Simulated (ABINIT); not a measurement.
## G0W0 calculation, with input and output: Ge (part 3 of 3)

Continued. System: Ge (4 atoms in the cell). Method: Kohn-Sham DFT of a periodic cell, PBEsol, PseudoDojo NC SR PBEsol v0.4 stringent, G0W0, no spin polarisation (ABINIT 10.8.3); cutoff 1687.11 eV, 3×3×1 k-mesh, fixed occupations. The structure derives from a Materials Project entry. The settings are looser than a standard set-up, so the numbers are not reference values.

Geometry of the input (Å; fractional positions):
```
3.9976  0.0000  0.0000
-1.9988  3.4620  0.0000
0.0000  0.0000  6.5994
Ge 0.3333  0.6667  0.9371
Ge 0.6667  0.3333  0.4371
Ge 0.3333  0.6667  0.5629
Ge 0.6667  0.3333  0.0629
```

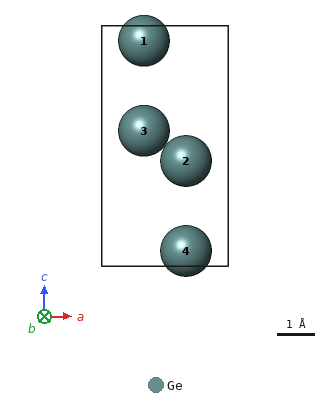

The input geometry (spheres-only view of the cell of the calculation, along the b axis; atoms are numbered from 1 in the order of the input). An atom can appear more than once, as a periodic image.

## What the program printed, continued
```
  4.1576E+00  4.1919E+00  4.1930E+00  4.2042E+00  4.2042E+00  4.2368E+00
  4.2368E+00  4.2377E+00  4.2392E+00  4.2458E+00  4.2555E+00  4.2555E+00
  4.2588E+00  4.2588E+00  4.2737E+00  4.2737E+00  4.2821E+00  4.2821E+00
  4.3073E+00  4.3082E+00  4.3082E+00  4.3406E+00  4.3406E+00  4.3444E+00
  4.3444E+00  4.3486E+00  4.4102E+00  4.4132E+00  4.4221E+00  4.4430E+00
  4.4467E+00  4.4467E+00  4.4651E+00  4.4651E+00  4.5238E+00  4.5382E+00
  4.5382E+00  4.5480E+00  4.5510E+00  4.5510E+00  4.5785E+00  4.6377E+00
  4.6648E+00  4.6649E+00  4.6718E+00  4.6937E+00  4.6940E+00  4.7053E+00
  4.7400E+00
 prteigrs : prtvol=0 or 1, do not print more k-points.

--- !ResultsGS
iteration_state: {dtset: 2, }
comment   : Summary of ground state results
lattice_vectors:
- [  7.5543424,   0.0000000,   0.0000000, ]
- [ -3.7771712,   6.5422524,   0.0000000, ]
- [  0.0000000,   0.0000000,  12.4710169, ]
lattice_lengths: [   7.55434,    7.55434,   12.47102, ]
lattice_angles: [ 90.000,  90.000, 120.000, ] # degrees, (23, 13, 12)
lattice_volume:   6.1634777E+02
convergence: {deltae:  0.000E+00, res2:  0.000E+00, residm:  9.958E-13, diffor:  0.000E+00, }
etotal    :  -1.11783132E+03
entropy   :   0.00000000E+00
fermie    :   2.25035196E-01
cartesian_stress_tensor: null
pressure_GPa: null
xred      :
- [  3.3333E-01,   6.6667E-01,   9.3710E-01, Ge]
- [  6.6667E-01,   3.3333E-01,   4.3710E-01, Ge]
- [  3.3333E-01,   6.6667E-01,   5.6290E-01, Ge]
- [  6.6667E-01,   3.3333E-01,   6.2901E-02, Ge]
cartesian_forces: null
force_length_stats: {min: null, max: null, mean: null, }
...

 Integrated electronic density in atomic spheres:
 ------------------------------------------------
 Atom  Sphere_radius  Integrated_density
    1        2.00000         19.57224637
    2        2.00000         19.57224637
    3        2.00000         19.57224637
    4        2.00000         19.57224637
================================================================================

 ----iterations are completed or convergence reached----

 Mean square residual over all n,k,spin=   38.149E-14; max=  99.579E-14
 reduced coordinates (array xred) for    4 atoms
       0.333333333333      0.666666666667      0.937098750000
       0.666666666667      0.333333333333      0.437098750000
       0.333333333333      0.666666666667      0.562901250000
       0.666666666667      0.333333333333      0.062901250000

 cartesian coordinates (angstrom) at end:
    1     -0.00000000003333     2.30800726266667     6.18426882772256
    2      1.99879292153333     1.15400363133333     2.88457985272256
    3     -0.00000000003333     2.30800726266667     3.71479809727744
    4      1.99879292153333     1.15400363133333     0.41510912227744
 length scales=  1.889726125908  1.889726125908  1.889726125908 bohr
              =  1.000000000000  1.000000000000  1.000000000000 angstroms
 Eigenvalues (hartree) for nkpt=   3  k points:
 kpt#   1, nband=355, wtk=  0.11111, kpt=  0.0000  0.0000  0.0000 (reduced coord)
  -5.77932   -5.77930   -5.77926   -5.77924   -3.84341   -3.84341   -3.84339   -3.84339
  -3.84307   -3.84307   -3.84306   -3.84306   -3.84306   -3.84302   -3.84281   -3.84277
  -0.68652   -0.68652   -0.68517   -0.68517   -0.68469   -0.68418   -0.68410   -0.68410
  -0.68227   -0.68227   -0.67763   -0.67763   -0.67683   -0.67646   -0.67646   -0.67621
  -0.67570   -0.67570   -0.67463   -0.67463   -0.24392   -0.16939   -0.05258    0.17147
   0.17147    0.22105    0.22208    0.22504    0.22985    0.22985    0.30792    0.30792
   0.32700    0.39108    0.39108    0.44471    0.49474    0.49474    0.52884    0.55897
   0.57242    0.57242    0.57523    0.62606    0.74523    0.74523    0.78339    0.79093
   0.79093    0.86633    0.86633    0.88442    0.88442    0.95707    0.99094    1.00267
   1.00377    1.16249    1.16249    1.18901    1.20294    1.20294    1.22210    1.22776
   1.22776    1.24240    1.26178    1.26178    1.30645    1.35745    1.35745    1.36736
   1.36736    1.39937    1.39937    1.41403    1.41403    1.44358    1.44465    1.46083
   1.47208    1.47208    1.49673    1.49673    1.55521    1.61106    1.61258    1.62024
   1.67417    1.67417    1.67769    1.67769    1.68489    1.68489    1.69205    1.70556
   1.70791    1.70791    1.71341    1.71438    1.71438    1.71508    1.73885    1.73955
   1.73955    1.76214    1.76214    1.77496    1.77635    1.77635    1.79083    1.87609
   1.92188    1.92188    1.93120    1.93120    1.94248    2.03344    2.07377    2.10508
   2.11788    2.11788    2.12694    2.12694    2.15165    2.19762    2.19762    2.19804
   2.19804    2.20931    2.20931    2.22068    2.22451    2.22563    2.22563    2.27558
   2.27558    2.28779    2.30081    2.30081    2.34040    2.36659    2.36659    2.37774
   2.38102    2.39208    2.39208    2.39728    2.39728    2.42607    2.42607    2.49635
   2.53360    2.53566    2.57065    2.74021    2.74626    2.74626    2.75579    2.78896
   2.78896    2.79520    2.80458    2.80458    2.81139    2.81203    2.81203    2.82048
   2.91313    2.91750    2.91750    2.92247    2.92310    2.92310    2.93274    2.96622
   2.96724    2.96724    2.98111    2.98111    3.02512    3.03000    3.04252    3.05138
   3.05138    3.07334    3.07334    3.11146    3.11146    3.12695    3.12695    3.14044
   3.14044    3.14302    3.16887    3.16887    3.17824    3.19845    3.20964    3.21678
   3.21678    3.21759    3.22367    3.22367    3.24716    3.24716    3.26013    3.26013
   3.27617    3.27786    3.27786    3.29600    3.29600    3.30038    3.31521    3.33440
   3.36003    3.36413    3.36413    3.39392    3.39392    3.40964    3.41385    3.43066
   3.43066    3.43238    3.44688    3.44688    3.45204    3.45204    3.47270    3.47270
   3.47705    3.48916    3.52032    3.56009    3.56009    3.56249    3.56249    3.60118
   3.60118    3.61791    3.61791    3.62287    3.63516    3.63808    3.63808    3.65207
   3.65207    3.66087    3.66087    3.68382    3.68468    3.69282    3.69591    3.70130
   3.70130    3.70357    3.70357    3.71872    3.71872    3.73314    3.77449    3.84828
   3.85869    3.85903    3.90651    3.90651    3.93129    3.93129    3.93780    3.93780
   3.94285    3.94285    3.97642    3.98870    4.01477    4.05260    4.05260    4.05441
   4.08206    4.08835    4.08835    4.09143    4.09539    4.09539    4.10166    4.11625
   4.11625    4.15765    4.15765    4.19188    4.19302    4.20422    4.20422    4.23684
   4.23684    4.23770    4.23917    4.24582    4.25552    4.25552    4.25877    4.25877
   4.27367    4.27367    4.28208    4.28208    4.30729    4.30815    4.30815    4.34058
   4.34058    4.34442    4.34442    4.34858    4.41022    4.41320    4.42213    4.44295
   4.44672    4.44672    4.46507    4.46507    4.52382    4.53820    4.53820    4.54795
   4.55097    4.55097    4.57854    4.63766    4.66482    4.66488    4.67182    4.69373
   4.69399    4.70527    4.74003
 prteigrs : prtvol=0 or 1, do not print more k-points.

================================================================================
== DATASET  3 ==================================================================

--- !DatasetInfo
iteration_state: {dtset: 3, }
dimensions: {natom: 4, nkpt: 3, mband: 323, nsppol: 1, nspinor: 1, nspden: 1, mpw: 6617, }
cutoff_energies: {ecut:  37.0, pawecutdg:  -1.0, }
electrons: {nelect:   8.80000000E+01, charge:   0.00000000E+00, occopt:   1.00000000E+00, tsmear:   1.00000000E-02, }
meta: {optdriver: 3, gwcalctyp: 2, }
...

 mkfilename : getwfk/=0, take file _WFK from output of DATASET   2.

 SCREENING: Calculation of the susceptibility and dielectric matrices

 Based on a program developped by R.W. Godby, V. Olevano, G. Onida, and L. Reining.
 Incorporated in ABINIT by V. Olevano, G.-M. Rignanese, and M. Torrent.

 Real(R)+Recip(G) space primitive vectors, cartesian coordinates (Bohr,Bohr^-1):
 R(1)=  7.5543424  0.0000000  0.0000000  G(1)=  0.1323742  0.0764263  0.0000000
 R(2)= -3.7771712  6.5422524  0.0000000  G(2)=  0.0000000  0.1528526  0.0000000
 R(3)=  0.0000000  0.0000000 12.4710169  G(3)=  0.0000000  0.0000000  0.0801859
 Unit cell volume ucvol=  6.1634777E+02 bohr^3
 Angles (23,13,12)=  9.00000000E+01  9.00000000E+01  1.20000000E+02 degrees

--- Pseudopotential description ------------------------------------------------
- pspini: atom type   1  psp file is ./Ge.upf
  32.00000  22.00000  180301                  znucl, zion, pspdat
12 -116133 2 -1 1560                          pspcod,pspxc,lmax,lloc,mmax
     nproj     2     2     2

--------------------------------------------------------------------------------

 ==== K-mesh for the wavefunctions ====
 Number of points in the irreducible wedge :     3
 Reduced coordinates and weights :

     1)     0.00000000E+00  0.00000000E+00  0.00000000E+00       0.11111
     2)     3.33333333E-01  0.00000000E+00  0.00000000E+00       0.66667
     3)     3.33333333E-01  3.33333333E-01  0.00000000E+00       0.22222

 Together with 24 symmetry operations and time-reversal symmetry
 yields     9 points in the full Brillouin Zone.

 ==== Q-mesh for the screening function ====
 Number of points in the irreducible wedge :     3
 Reduced coordinates and weights :

     1)     0.00000000E+00  0.00000000E+00  0.00000000E+00       0.11111
     2)     3.33333333E-01  0.00000000E+00  0.00000000E+00       0.66667
     3)     3.33333333E-01  3.33333333E-01  0.00000000E+00       0.22222

 Together with 24 symmetry operations and time-reversal symmetry
 yields     9 points in the full Brillouin Zone.

 setmesh: FFT mesh size selected  =    25x   25x   48
          total number of points  =        30000

 vcoul_init : cutoff-mode = AUXILIARY_FUNCTION
 q-points for optical limit:   1
     1)      0.000010    0.000020    0.000030

 Number of electrons calculated from density =   87.9497; Expected =   88.0000
 average of density, n =  0.142695
 r_s =    1.1871
 omega_plasma =   36.4384 [eV]

 calculating chi0 at frequencies [eV] :
  1    0.000000E+00    0.000000E+00
  2    1.304348E+00    0.000000E+00
  3    2.608696E+00    0.000000E+00
  4    3.913043E+00    0.000000E+00
  5    5.217391E+00    0.000000E+00
  6    6.521739E+00    0.000000E+00
  7    7.826087E+00    0.000000E+00
  8    9.130435E+00    0.000000E+00
  9    1.043478E+01    0.000000E+00
 10    1.173913E+01    0.000000E+00
 11    1.304348E+01    0.000000E+00
 12    1.434783E+01    0.000000E+00
 13    1.565217E+01    0.000000E+00
 14    1.695652E+01    0.000000E+00
 15    1.826087E+01    0.000000E+00
 16    1.956522E+01    0.000000E+00
 17    2.086957E+01    0.000000E+00
 18    2.217391E+01    0.000000E+00
 19    2.347826E+01    0.000000E+00
 20    2.478261E+01    0.000000E+00
 21    2.608696E+01    0.000000E+00
 22    2.739130E+01    0.000000E+00
 23    2.869565E+01    0.000000E+00
 24    3.000000E+01    0.000000E+00
 25    0.000000E+00    4.382209E+00
 26    0.000000E+00    1.034547E+01
 27    0.000000E+00    1.846023E+01
 28    0.000000E+00    2.950270E+01
 29    0.000000E+00    4.452919E+01
 30    0.000000E+00    6.497709E+01
 31    0.000000E+00    9.280238E+01
 32    0.000000E+00    1.306668E+02

--------------------------------------------------------------------------------
  q-point number  1        q = ( 0.000000, 0.000000, 0.000000) [r.l.u.]
--------------------------------------------------------------------------------
 For q-point:  0.000010 0.000020 0.000030
  dielectric constant =   1.07895E+04
  dielectric constant without local fields =   1.93831E+04

  Average fulfillment of the sum rule on Im[epsilon] for q-point    1 :     44.74  [%]
--------------------------------------------------------------------------------
  q-point number  2        q = ( 0.333333, 0.000000, 0.000000) [r.l.u.]
--------------------------------------------------------------------------------
  Average fulfillment of the sum rule on Im[epsilon] for q-point    2 :     46.73  [%]

--------------------------------------------------------------------------------
  q-point number  3        q = ( 0.333333, 0.333333, 0.000000) [r.l.u.]
--------------------------------------------------------------------------------
  Average fulfillment of the sum rule on Im[epsilon] for q-point    3 :     45.63  [%]

================================================================================
== DATASET  4 ==================================================================

--- !DatasetInfo
iteration_state: {dtset: 4, }
dimensions: {natom: 4, nkpt: 3, mband: 323, nsppol: 1, nspinor: 1, nspden: 1, mpw: 14415, }
cutoff_energies: {ecut:  62.0, pawecutdg:  -1.0, }
electrons: {nelect:   8.80000000E+01, charge:   0.00000000E+00, occopt:   1.00000000E+00, tsmear:   1.00000000E-02, }
meta: {optdriver: 4, gwcalctyp: 2, }
...

 mkfilename : getwfk/=0, take file _WFK from output of DATASET   2.

 mkfilename : getscr/=0, take file _SCR from output of DATASET   3.

 SIGMA: Calculation of the GW corrections

 Based on a program developped by R.W. Godby, V. Olevano, G. Onida, and L. Reining.
 Incorporated in ABINIT by V. Olevano, G.-M. Rignanese, and M. Torrent.

 Real(R)+Recip(G) space primitive vectors, cartesian coordinates (Bohr,Bohr^-1):
 R(1)=  7.5543424  0.0000000  0.0000000  G(1)=  0.1323742  0.0764263  0.0000000
 R(2)= -3.7771712  6.5422524  0.0000000  G(2)=  0.0000000  0.1528526  0.0000000
 R(3)=  0.0000000  0.0000000 12.4710169  G(3)=  0.0000000  0.0000000  0.0801859
 Unit cell volume ucvol=  6.1634777E+02 bohr^3
 Angles (23,13,12)=  9.00000000E+01  9.00000000E+01  1.20000000E+02 degrees

--- Pseudopotential description ------------------------------------------------
- pspini: atom type   1  psp file is ./Ge.upf
  32.00000  22.00000  180301                  znucl, zion, pspdat
12 -116133 2 -1 1560                          pspcod,pspxc,lmax,lloc,mmax
     nproj     2     2     2

--------------------------------------------------------------------------------

 ==== K-mesh for the wavefunctions ====
 Number of points in the irreducible wedge :     3
 Reduced coordinates and weights :

     1)     0.00000000E+00  0.00000000E+00  0.00000000E+00       0.11111
     2)     3.33333333E-01  0.00000000E+00  0.00000000E+00       0.66667
     3)     3.33333333E-01  3.33333333E-01  0.00000000E+00       0.22222

 Together with 24 symmetry operations and time-reversal symmetry
 yields     9 points in the full Brillouin Zone.

 ==== Q-mesh for screening function ====
 Number of points in the irreducible wedge :     3
 Reduced coordinates and weights :

     1)     0.00000000E+00  0.00000000E+00  0.00000000E+00       0.11111
     2)     3.33333333E-01  0.00000000E+00  0.00000000E+00       0.66667
     3)     3.33333333E-01  3.33333333E-01  0.00000000E+00       0.22222

 Together with 24 symmetry operations and time-reversal symmetry
 yields     9 points in the full Brillouin Zone.

 vcoul_init : cutoff-mode = AUXILIARY_FUNCTION
 q-points for optical limit:   1
     1)      0.000010    0.000020    0.000030
 setmesh: FFT mesh size selected  =    48x   48x   90
          total number of points  =       207360

 Number of electrons calculated from density =   88.0000; Expected =   88.0000
 average of density, n =  0.142777
 r_s =    1.1869
 omega_plasma =   36.4489 [eV]

 === KS Band Gaps ===
  >>>> For spin  1
   Minimum direct gap =   0.1310 [eV], located at k-point      :   0.0000  0.0000  0.0000
   Fundamental gap    =   0.1310 [eV], Top of valence bands at :   0.0000  0.0000  0.0000
                                       Bottom of conduction at :   0.0000  0.0000  0.0000
 SIGMA fundamental parameters:
 CONTOUR DEFORMATION
 number of plane-waves for SigmaX                14415
 number of plane-waves for SigmaC and W            373
 number of plane-waves for wavefunctions         14415
 number of bands                                   323
 number of independent spin polarizations            1
 number of spinorial components                      1
 number of k-points in IBZ                           3
 number of q-points in IBZ                           3
 number of symmetry operations                      24
 number of k-points in BZ                            9
 number of q-points in BZ                            9
 number of frequencies for dSigma/dE                 9
 frequency step for dSigma/dE [eV]                0.25
 number of omega for Sigma on real axis              0
 max omega for Sigma on real axis  [eV]           0.00
 zcut for avoiding poles [eV]                     0.10

 EPSILON^-1 parameters (SCR file):
 dimension of the eps^-1 matrix on file            373
 dimension of the eps^-1 matrix used               373
 number of plane-waves for wavefunctions          6617
 number of bands                                   323
 number of q-points in IBZ                           3
 number of frequencies                              32
 number of real frequencies                         24
 number of imag frequencies                          8

 matrix elements of self-energy operator (all in [eV])

 Perturbative Calculation

--- !SelfEnergy_ee
iteration_state: {dtset: 4, }
kpoint     : [   0.000,    0.000,    0.000, ]
spin       : 1
KS_gap     :    0.131
QP_gap     :   -0.243
Delta_QP_KS:   -0.373
data: !SigmaeeData |
     Band     E0 <VxcDFT>   SigX SigC(E0)      Z dSigC/dE  Sig(E)    E-E0       E
       44   6.124 -15.963 -15.138  -0.522   0.778  -0.286 -15.727   0.236   6.359
       44   0.000   0.000   0.000   0.000   0.000   0.000   0.000   0.000   0.000
       45   6.254 -13.756 -11.454  -2.479   0.776  -0.288 -13.893  -0.138   6.117
       45   0.000   0.000   0.000   0.000   0.000   0.000   0.000   0.000   0.000
       46   6.254 -13.756 -11.454  -2.479   0.776  -0.288 -13.893  -0.138   6.117
       46   0.000   0.000   0.000   0.000   0.000   0.000   0.000   0.000   0.000
...

== END DATASET(S) ==============================================================
================================================================================

 -outvars: echo values of variables after computation  --------
            acell      1.8897261259E+00  1.8897261259E+00  1.8897261259E+00 Bohr
           etotal1    -1.1178313191E+03
           etotal3     0.0000000000E+00
           etotal4     0.0000000000E+00
            fcart1     2.8514939648E-28 -3.1279905355E-27 -3.0431237957E-03
                      -8.5544818944E-28  5.4328256669E-27 -3.0431237957E-03
                      -8.5544818944E-28 -5.1035635052E-27  3.0431237957E-03
                       1.4257469824E-27  2.7987283739E-27  3.0431237957E-03
            fcart3     0.0000000000E+00  0.0000000000E+00  0.0000000000E+00
                       0.0000000000E+00  0.0000000000E+00  0.0000000000E+00
                       0.0000000000E+00  0.0000000000E+00  0.0000000000E+00
                       0.0000000000E+00  0.0000000000E+00  0.0000000000E+00
            fcart4     0.0000000000E+00  0.0000000000E+00  0.0000000000E+00
                       0.0000000000E+00  0.0000000000E+00  0.0000000000E+00
                       0.0000000000E+00  0.0000000000E+00  0.0000000000E+00
                       0.0000000000E+00  0.0000000000E+00  0.0000000000E+00
            rprim      3.9975858431E+00  0.0000000000E+00  0.0000000000E+00
                      -1.9987929216E+00  3.4620108940E+00  0.0000000000E+00
                       0.0000000000E+00  0.0000000000E+00  6.5993779500E+00
           strten1    -3.4859894142E-04 -3.4859894221E-04  2.8100283698E-04
                       0.0000000000E+00  0.0000000000E+00  2.9687432611E-13
           strten3     0.0000000000E+00  0.0000000000E+00  0.0000000000E+00
                       0.0000000000E+00  0.0000000000E+00  0.0000000000E+00
           strten4     0.0000000000E+00  0.0000000000E+00  0.0000000000E+00
                       0.0000000000E+00  0.0000000000E+00  0.0000000000E+00
           xangst     -3.3333590531E-11  2.3080072627E+00  6.1842688277E+00
                       1.9987929215E+00  1.1540036313E+00  2.8845798527E+00
                      -3.3333590531E-11  2.3080072627E+00  3.7147980973E+00
                       1.9987929215E+00  1.1540036313E+00  4.1510912228E-01
             xred      3.3333333333E-01  6.6666666667E-01  9.3709875000E-01
                       6.6666666667E-01  3.3333333333E-01  4.3709875000E-01
                       3.3333333333E-01  6.6666666667E-01  5.6290125000E-01
                       6.6666666667E-01  3.3333333333E-01  6.2901250000E-02
 Calculation completed.
```

## Results in brief

- outcome: converged
- space group (tolerance 0.01 Å): P6₃/mmc (194)
- electrons treated: 88
- quasiparticle gap: −0.24 eV
- gap on the k-point mesh: 0.13 eV
- wall time: 15 min (CPU time 59 min)
- peak memory: 2.6 GiB

## Notes

The settings depart from the standard set-up of this series, which can bear on the numbers. Further notes kept with the run: Slow version without MPI-IO support. Processors send data to master; Min real frequency set to default [Ha] = #. Points of doubt noted for this run: k mesh coarse for many body. So coarse a mesh can miss the band edges, so the true gap of this method can be much smaller, or zero.
